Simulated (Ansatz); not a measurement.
**SnSe2: density, localisation and related maps**

The calculation's input:

```
crystal:
  lattice:
    - [3.8109987816, 0.0, 0.0]
    - [-1.9054993908, 3.3004217586, 0.0]
    - [0.0, 0.0, 6.137]
  atoms:
    - { symbol: Sn, position: [0.0, 0.0, 0.0] }
    - { symbol: Se, position: [0.3390144254, 0.6780288509, 0.25] }
    - { symbol: Se, position: [0.6723477588, 0.3446955175, 0.75] }
basis:
  ecutwfc: 500
kpoints:
  mp_grid: { grid: [12, 12, 6] }
hamiltonian:
  xc: r2scan
scf:
  occupations: { method: gaussian, width: 0.05 }
output:
  forces: true
  stress: true
  eigenvalues: true
  write_density: true
  write_potential: true
  elf: true
  volumetric_format: npy
```

Run with:

```sh
ansatz run input.yaml --threads 1 --pin off --max-ram 2560MiB --backend cpu --events-out ev --progress --plain --runs-dir out
```

Below, planes, directions and counts refer to the conventional cell (a = 6.60 Å, b = 3.81 Å, c = 6.14 Å, α = 90.00°, β = 90.00°, γ = 90.00°).

Space group Cm; changed on purpose from its base cell (all Se atoms moved +0.037 Å, as atom 2 along Cartesian [0 1 0]); not relaxed (largest force 0.5 eV/Å); computed pressure about 3 GPa in this cell.

Level of theory: Ansatz, DFT r2SCAN, scalar-relativistic, plane waves, PAW.

Core electrons are frozen (PAW), and the valence fields are smoothed inside the atomic spheres.

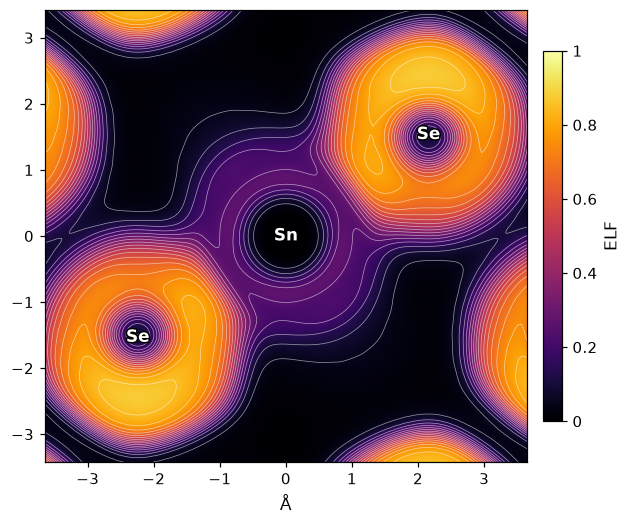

Figure 1. Electron localisation function on the (010) plane of the conventional cell.

Q: What does the map show?

A:
- The plane passes through Sn and Se nuclei.
- Sn–Se (2.65 Å): the ELF is about 0.65 at the midpoint.
- Sn–Se (2.71 Å): the ELF is about 0.60 at the midpoint.
- The ELF also peaks beside Se, away from the bonds: lone-pair regions.

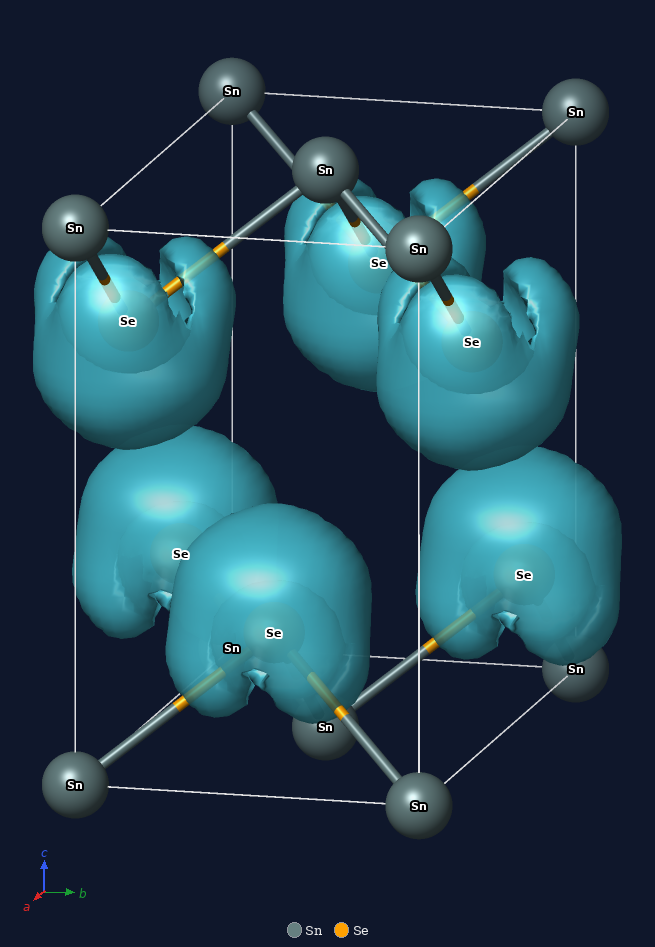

Figure 2. Isosurface of the ELF at 0.75 (cyan), seen slightly off an axis. Only the valence region is drawn (cores and ρ < 0.01 e/Å³ removed). Sticks mark near contacts.

Q: Describe the localisation domains.

A: The ELF exceeds this value in four regions wrapped around Se (the valence shell of each), counted in one cell of 6 atoms. Any copies at cell faces, edges or corners count once. Profiles from the grid: Sn–Se (2.70 Å): the ELF is about 0.60 at the midpoint.

Q: Metal or insulator at this level of theory?

A: It is gapped, with a Kohn–Sham gap of 1.0 eV on the k-point mesh, an upper bound to the gap of this method.
